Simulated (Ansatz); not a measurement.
Input of the run:

```
crystal:
  lattice:
    - [3.3015289951, 0.0, 0.0]
    - [0.0, 3.3015289951, 0.0]
    - [0.0, 0.0, 26.0036006222]
  atoms:
    - { symbol: Zr, position: [0.0, 0.0, 0.3268778091] }
    - { symbol: C, position: [0.5, 0.5, 0.3268778091] }
    - { symbol: Zr, position: [0.5, 0.5, 0.4166551279] }
    - { symbol: C, position: [0.0, 0.0, 0.4166551279] }
    - { symbol: Zr, position: [0.0, 0.0, 0.5052660576] }
    - { symbol: C, position: [0.5, 0.5, 0.50646286] }
    - { symbol: Zr, position: [0.5, 0.5, 0.5924822095] }
    - { symbol: C, position: [0.0, 0.0, 0.5953386458] }
    - { symbol: H, position: [0.0, 0.0, 0.6368713556] }
basis:
  ecutwfc: 420
kpoints:
  mp_grid: { grid: [9, 9, 1] }
hamiltonian:
  xc: pbesol
scf:
  occupations: { method: gaussian, width: 0.1 }
output:
  forces: true
  eigenvalues: true
relax:
  adjacent_minimum: "off"
  f_tol: 0.03
  max_steps: 70
  constraints: [{ sites: [0, 1, 2, 3] }]
efield:
  axis: 3
  dipole_correction: true
```

What does the potential across the slab give for the work function?

The work function is 1.79 eV at the right face and 3.76 eV at the left. The vacuum level is 1.97 eV higher at the left than at the right, so the slab carries a dipole along its normal; the ramp in the vacuum, at or near the edge of the plot, is the dipole correction that keeps each side flat. Some atoms were held fixed in the relaxation, which can itself make the faces differ. The outermost atoms are 8.2 Å apart, which leaves 17.8 Å of vacuum in a cell 26.0 Å high.

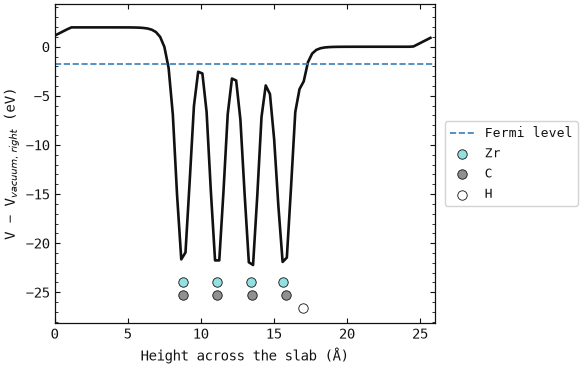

Plane-averaged electrostatic potential energy of an electron across the slab; circles at the bottom mark the heights of the atoms (positions after relaxation).

Source: calculation with Ansatz.
